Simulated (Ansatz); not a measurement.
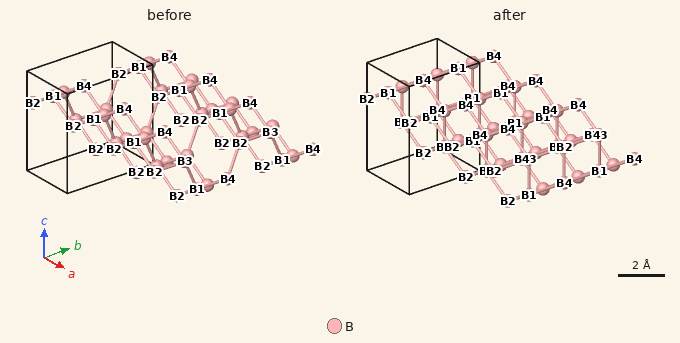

The structure of a crystal of B (a generated structure, set up in Imma) (coarse preliminary run) before (left) and after (right) a relaxation, at one scale.

Style: ball-and-stick. Shown: the conventional cell (2 times the calculation's cell), repeated 3 × 2 × 1 with one cell outlined, from a free direction. Lengths and directions refer to the drawn axes.

Theory: DFT PBE, scalar-relativistic, plane waves, PAW (Ansatz).

Input file:
```yaml
crystal:
  lattice:
    - [-1.43534662, 2.34965851, 2.41266758]
    - [1.43534662, -2.34965851, 2.41266758]
    - [1.43534662, 2.34965851, -2.41266758]
  atoms:
    - { symbol: B, position: [0.91153082, 0.340463, 0.57106782] }
    - { symbol: B, position: [0.73060483, 0.659537, 0.07106782] }
    - { symbol: B, position: [0.08846918, 0.659537, 0.42893218] }
    - { symbol: B, position: [0.26939517, 0.340463, 0.92893218] }
basis:
  ecutwfc: 420
kpoints:
  mp_grid: { grid: [8, 8, 8] }
hamiltonian:
  xc: pbe
scf:
  occupations: { method: gaussian, width: 0.1 }
  lower_state_search: "off"
output:
  forces: true
  stress: true
  eigenvalues: true
relax:
  adjacent_minimum: "off"
  f_tol: 0.04
  max_steps: 70
  cell: { stress_tol: 0.4 }
```

Run as
```bash
ansatz run input.yaml --threads 1 --pin off --max-ram 2560MiB --backend cpu --events-out ev --progress --plain --runs-dir out
```

Q: What changed between the two?

A: The largest moves relative to the cell, 0.28 Å, are those of B1, B2, B3 and B4. B4 goes roughly along +b. The drawn cell changes as follows: a 2.871 → 3.004 Å (+4.7 %), b 4.699 → 3.867 Å (−17.7 %), c 4.825 → 5.232 Å (+8.4 %); the volume changes by −6.6 %. Some distances before and after: B1–B4 3.018 → 1.933 Å, B1–B4 (another image) 1.682 → 1.934 Å, B1–B2 1.680 → 1.741 Å. New bonds form: B1–B4 (3.02 → 1.93 Å), B2–B3 (3.02 → 1.93 Å). Among the angles between lasting bonds that change: B3–B1–B4 113.5° → 90.0°. The space group (tolerance 0.01 Å) goes from Imma (No. 74) to Cmmm (No. 65). The energy falls by 217 meV per atom in 13 accepted moves (15 points after the start). The largest force component goes from 1.6 to 0.0037 eV/Å. Pressure: 19.92 GPa at the start and −0.10 GPa at the end. At 2 points the geometry stayed and the basis and grid were re-selected for the new cell (energy shift of 2.1 meV per atom at most each time). The run took 36 s on 1 thread of Arm Neoverse V1, with other jobs on the host, peak memory 0.31 GiB.
